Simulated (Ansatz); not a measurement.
## Run report: Cu, single-point calculation (part 2 of 2)

The same run, continued: Cu (slab, 16 atoms in the cell); DFT PBE+D3(BJ), scalar-relativistic, plane waves, PAW, no spin polarisation (Ansatz 0.2.0); cutoff 420 eV, 4×4×1 k-mesh, Gaussian smearing of 0.1 eV. The structure derives from an entry of the Crystallography Open Database. It belongs to a series of runs on one base structure; here: the slab at its places in the relaxed adsorbed structure.

**Output, continued**
```
  k-point 1: bands = ["-110.3904", "-110.3842", "-110.3824", "-110.3810", "-110.3770", "-110.3766", "-110.3757", "-110.3533", "-109.9275", "-109.9259", "-109.9176", "-109.9019", "-109.8980", "-109.8964", "-109.8924", "-109.8293", "-67.8048", "-67.8025", "-67.8012", "-67.7970", "-67.7911", "-67.7884", "-67.7724", "-67.7688", "-67.7652", "-67.7486", "-67.7430", "-67.7407", "-67.7386", "-67.7380", "-67.7335", "-67.7308", "-67.7299", "-67.7275", "-67.7252", "-67.7233", "-67.7172", "-67.7151", "-67.7067", "-67.7054",
      "-67.3474", "-67.3381", "-67.3318", "-67.3273", "-67.3261", "-67.3222", "-67.3174", "-67.3119", "-67.2914", "-67.2821", "-67.2791", "-67.2776", "-67.2709", "-67.2698", "-67.2659", "-67.2606", "-67.2571", "-67.2536", "-67.2499", "-67.2484", "-67.2452", "-67.2209", "-67.2163", "-67.1830", "-6.3629", "-4.7009", "-3.7809", "-2.9462", "-2.7608", "-2.5712", "-2.5631", "-2.4344", "-2.3890", "-2.3869", "-2.2090", "-2.0188", "-1.9953", "-1.9891", "-1.9608", "-1.9548",
      "-1.7938", "-1.6055", "-1.5968", "-1.5317", "-1.3398", "-1.3341", "-1.3286", "-1.1959", "-1.1934", "-0.9907", "-0.9339", "-0.8864", "-0.8555", "-0.8546", "-0.7593", "-0.7583", "-0.7354", "-0.6907", "-0.6329", "-0.5931", "-0.5742", "-0.5728", "-0.5585", "-0.5468", "-0.5093", "-0.4441", "-0.4276", "-0.4074", "-0.3796", "-0.1802", "-0.1437", "-0.0766", "-0.0584", "-0.0504", "-0.0258", "0.0071", "0.0774", "0.1789", "0.1911", "0.2019",
      "0.2177", "0.2256", "0.2413", "0.2494", "0.2947", "0.3088", "0.4361", "0.4625", "0.4641", "0.5353", "0.5582", "0.5676", "0.5738", "0.6114", "0.6541", "0.6562", "0.6703", "0.6780", "0.6801", "0.6902", "0.6976", "0.7148", "0.7205", "0.7586", "0.7895", "0.8091", "0.8774", "0.9940", "0.9991", "2.1904", "2.3514", "2.3804", "2.3972", "2.8920", "2.8956", "4.0655", "4.0986", "4.0998", "4.3912", "5.9297",
      "5.9548", "5.9795", "6.0269", "6.0360", "6.5997", "7.0039", "7.0437", "7.9675", "8.0931", "8.3951", "8.4090", "8.6357", "8.6859", "8.6894", "9.1170", "9.8662", "10.0521", "10.1926", "10.8808", "10.9485", "11.0862", "11.1150", "11.1662"]
  k-point 2: bands = ["-110.3889", "-110.3855", "-110.3824", "-110.3798", "-110.3781", "-110.3765", "-110.3760", "-110.3535", "-109.9271", "-109.9259", "-109.9180", "-109.9001", "-109.8999", "-109.8945", "-109.8943", "-109.8293", "-67.8021", "-67.7998", "-67.7994", "-67.7872", "-67.7831", "-67.7768", "-67.7685", "-67.7669", "-67.7571", "-67.7543", "-67.7527", "-67.7461", "-67.7431", "-67.7390", "-67.7370", "-67.7345", "-67.7330", "-67.7315", "-67.7272", "-67.7266", "-67.7215", "-67.7167", "-67.7065", "-67.7047",
      "-67.3472", "-67.3319", "-67.3242", "-67.3241", "-67.3233", "-67.3169", "-67.3117", "-67.2943", "-67.2941", "-67.2891", "-67.2889", "-67.2820", "-67.2787", "-67.2777", "-67.2701", "-67.2589", "-67.2587", "-67.2518", "-67.2515", "-67.2469", "-67.2467", "-67.2259", "-67.2164", "-67.1830", "-5.2898", "-5.2741", "-3.8034", "-3.7869", "-2.2855", "-2.2764", "-2.2292", "-2.2248", "-2.2009", "-2.2005", "-2.0218", "-2.0073", "-1.9922", "-1.9896", "-1.9747", "-1.9730",
      "-1.7232", "-1.7150", "-1.4937", "-1.4638", "-1.4616", "-1.4490", "-1.1936", "-1.1660", "-1.1255", "-1.0895", "-1.0844", "-1.0710", "-0.9865", "-0.9690", "-0.8335", "-0.8236", "-0.6739", "-0.6654", "-0.6573", "-0.6342", "-0.5757", "-0.5651", "-0.5369", "-0.5300", "-0.5199", "-0.4900", "-0.3967", "-0.3807", "-0.3096", "-0.2370", "-0.1949", "-0.1539", "-0.0824", "-0.0786", "-0.0733", "-0.0546", "-0.0509", "-0.0348", "-0.0198", "0.0054",
      "0.0060", "0.0780", "0.1117", "0.1493", "0.2550", "0.2729", "0.2917", "0.2984", "0.3010", "0.3109", "0.3341", "0.3478", "0.5462", "0.5556", "0.5880", "0.5909", "0.5910", "0.5956", "0.6106", "0.6135", "0.7699", "0.7879", "0.7889", "0.7951", "0.7963", "0.7990", "0.8169", "0.8184", "1.2215", "1.2507", "3.0725", "3.0927", "3.1021", "3.1184", "3.5509", "3.5769", "4.3110", "4.3150", "4.3341", "4.3406",
      "5.5941", "5.7110", "6.8375", "6.8496", "6.8734", "6.8760", "8.0371", "8.0445", "8.1824", "8.1849", "8.8738", "8.9933", "9.1135", "9.1168", "9.5103", "9.5427", "9.5710", "9.6340", "9.7308", "9.7338", "10.6182", "10.6752", "11.3126"]
  k-point 9: bands = ["-110.3866", "-110.3840", "-110.3827", "-110.3809", "-110.3805", "-110.3761", "-110.3761", "-110.3538", "-109.9261", "-109.9258", "-109.9190", "-109.8975", "-109.8971", "-109.8971", "-109.8970", "-109.8294", "-67.7817", "-67.7793", "-67.7784", "-67.7741", "-67.7695", "-67.7681", "-67.7675", "-67.7674", "-67.7616", "-67.7594", "-67.7572", "-67.7570", "-67.7467", "-67.7466", "-67.7449", "-67.7430", "-67.7428", "-67.7378", "-67.7335", "-67.7334", "-67.7257", "-67.7185", "-67.7184", "-67.7026",
      "-67.3227", "-67.3222", "-67.3173", "-67.3167", "-67.3123", "-67.3122", "-67.2920", "-67.2918", "-67.2918", "-67.2917", "-67.2914", "-67.2914", "-67.2913", "-67.2912", "-67.2780", "-67.2777", "-67.2708", "-67.2496", "-67.2491", "-67.2491", "-67.2491", "-67.2261", "-67.2259", "-67.1831", "-4.0049", "-4.0035", "-3.9917", "-3.9678", "-2.7326", "-2.7297", "-2.7174", "-2.6958", "-1.7366", "-1.7349", "-1.7154", "-1.7144", "-1.7131", "-1.7030", "-1.6983", "-1.6929",
      "-1.4745", "-1.4382", "-1.4374", "-1.4255", "-1.3004", "-1.2932", "-1.2929", "-1.2781", "-1.2450", "-1.2444", "-1.2413", "-1.2291", "-1.1047", "-1.1014", "-1.0721", "-1.0548", "-0.8579", "-0.7888", "-0.7882", "-0.7583", "-0.6763", "-0.6515", "-0.6311", "-0.6301", "-0.2270", "-0.2260", "-0.2082", "-0.2058", "-0.1629", "-0.1567", "-0.1422", "-0.1420", "-0.1418", "-0.1412", "-0.0995", "-0.0966", "-0.0650", "-0.0589", "-0.0440", "-0.0414",
      "-0.0118", "-0.0080", "-0.0052", "-0.0047", "0.0067", "0.0327", "0.0592", "0.0607", "0.2091", "0.2164", "0.2176", "0.2295", "0.2297", "0.2332", "0.2440", "0.2749", "0.4542", "0.4563", "0.4795", "0.4812", "0.4874", "0.4876", "0.4914", "0.5248", "0.7700", "0.7701", "0.7880", "0.8030", "1.1421", "1.1615", "1.1652", "1.1674", "2.6141", "2.6347", "2.6370", "2.6784", "5.0936", "5.1098", "5.1124", "5.1702",
      "7.2546", "7.4125", "7.4136", "7.4355", "9.3245", "9.4082", "9.4100", "9.4292", "9.4744", "9.4775", "9.4778", "9.4900", "9.6880", "9.6899", "9.6900", "9.6958", "10.6267", "10.6269", "10.6364", "10.6393", "11.0296", "11.0530", "11.0533"]
```

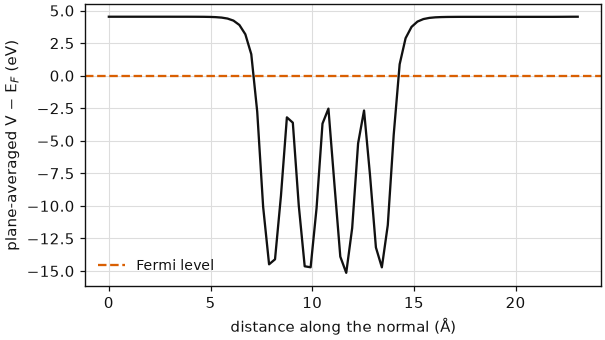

Plane average of the electrostatic potential energy of an electron across the cell, from the Fermi level. The vacuum level lies 4.52 eV above the Fermi level.

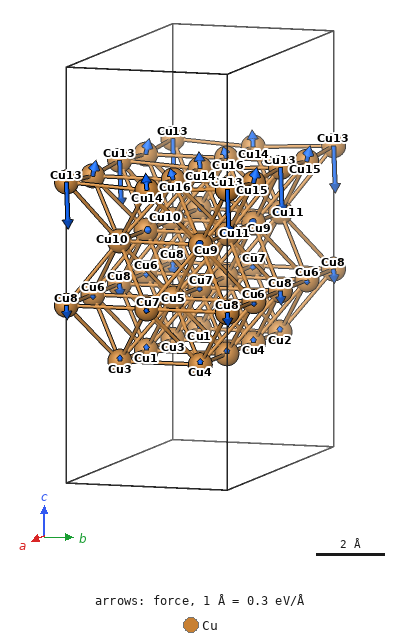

Forces on the atoms as blue arrows (ball-and-stick view of the 2 × 1 repeat of the cell, with the vacuum cut short, seen slightly off an axis; atoms are numbered from 1 in the order of the input); the smallest are left out. The largest act on Cu13 (0.44 eV/Å); Cu14, Cu15 (0.16 eV/Å); Cu8 (0.14 eV/Å). The geometry is not a stationary point of this energy.

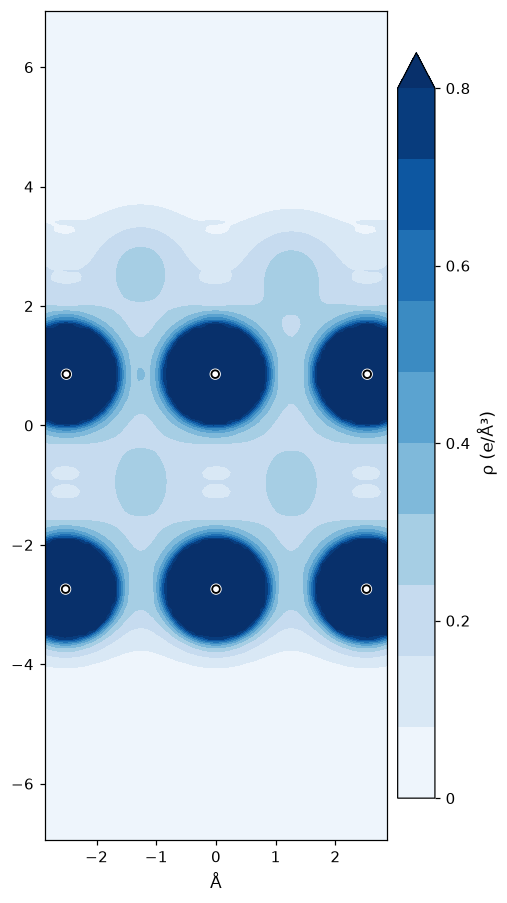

Valence pseudo-density on the (100) plane of the calculation cell, a cut from vacuum to vacuum. Circles mark the nuclei in the plane (Cu). The section cuts through Cu sites. Cu–Cu (2.49 Å): ρ is about 0.33 e/Å³ halfway. Cu–Cu (2.52 Å): the density is about 0.32 e/Å³ at the midpoint, with its minimum of 0.29 e/Å³ about 1.1 Å from Cu. Cu–Cu (2.55 Å): ρ is about 0.32 e/Å³ halfway, with its minimum of 0.27 e/Å³ about 1.4 Å from Cu. The density dies away to nearly zero in the vacuum. Core electrons are frozen (PAW), so the fields are smoothed inside the atomic spheres.

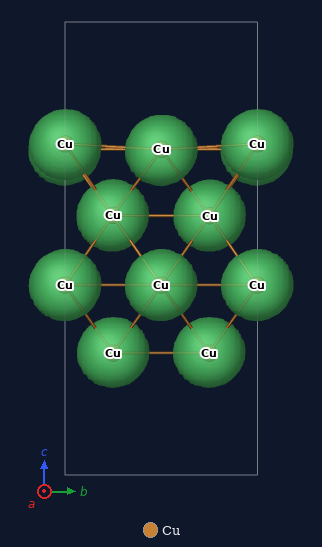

Isosurface of the valence electron density at 0.5 e/Å³ (green), seen along the a axis. Sticks mark near contacts. At this value the density breaks into separate islands; it holds about 90 % of the electrons treated as valence (semicore included). It is pinched off along the Cu–Cu (2.48 Å), Cu–Cu (2.53 Å) and Cu–Cu (2.57 Å) contacts. On the grid the lowest density along these lines, outside the cores, is 0.3 e/Å³ (Cu–Cu, 2.48 Å), 0.28 e/Å³ (Cu–Cu, 2.53 Å) and 0.26 e/Å³ (Cu–Cu, 2.57 Å).

This output came from the following input.

**The input**
```yaml
crystal:
  lattice:
    - [5.0393684365, 0.0, 0.0]
    - [0.0, 5.0393684365, 0.0]
    - [0.0, 0.0, 23.3450573915]
  atoms:
    - { symbol: Cu, position: [0.25, 0.25, 0.3426849575] }
    - { symbol: Cu, position: [0.25, 0.75, 0.3426849575] }
    - { symbol: Cu, position: [0.75, 0.25, 0.3426849575] }
    - { symbol: Cu, position: [0.75, 0.75, 0.3426849575] }
    - { symbol: Cu, position: [0.5, 0.5, 0.4190045727] }
    - { symbol: Cu, position: [0.5, 0.0, 0.4190045727] }
    - { symbol: Cu, position: [0.0, 0.5, 0.4190045727] }
    - { symbol: Cu, position: [0.0, 0.0, 0.4190045727] }
    - { symbol: Cu, position: [0.752701162, 0.7521988441, 0.4968956916] }
    - { symbol: Cu, position: [0.7525282436, 0.2474474963, 0.4972616613] }
    - { symbol: Cu, position: [0.2475006031, 0.7524966209, 0.4968498901] }
    - { symbol: Cu, position: [0.2478083308, 0.2472858433, 0.4968946567] }
    - { symbol: Cu, position: [-0.0005252866, 0.0005259526, 0.5775542346] }
    - { symbol: Cu, position: [0.0021062091, 0.5014534169, 0.571430917] }
    - { symbol: Cu, position: [0.4984406391, -0.002102472, 0.5714538651] }
    - { symbol: Cu, position: [0.5004056837, 0.4996293153, 0.5710448283] }
basis:
  ecutwfc: 420
kpoints:
  mp_grid: { grid: [4, 4, 1] }
hamiltonian:
  xc: pbe
  dispersion: d3bj
scf:
  occupations: { method: gaussian, width: 0.1 }
output:
  forces: true
  eigenvalues: true
  write_density: true
  volumetric_format: npy
efield:
  axis: 3
  dipole_correction: true
  ramp_width: 0.04
```

Command:
```bash
ansatz run input.yaml --threads 8 --pin off --max-ram 20480MiB --backend cpu --events-out ev --progress --plain --runs-dir out
```

**Summary**

- outcome: converged
- electrons treated: 304
- free energy: −106004.4203 eV
- work function, top face: 4.52 eV
- work function, bottom face: 4.53 eV
- Fermi energy: 2.305 eV
- gap on the k-point mesh: none (metallic)
- work function (upper face): 4.52 eV
- largest force (length of the vector): 0.436 eV/Å
- hardware: 8 threads of AMD EPYC (Zen 3), 32 GiB of memory available, shared host
- wall time: 21 s (CPU time 2.5 min)
- peak memory: 3.7 GiB
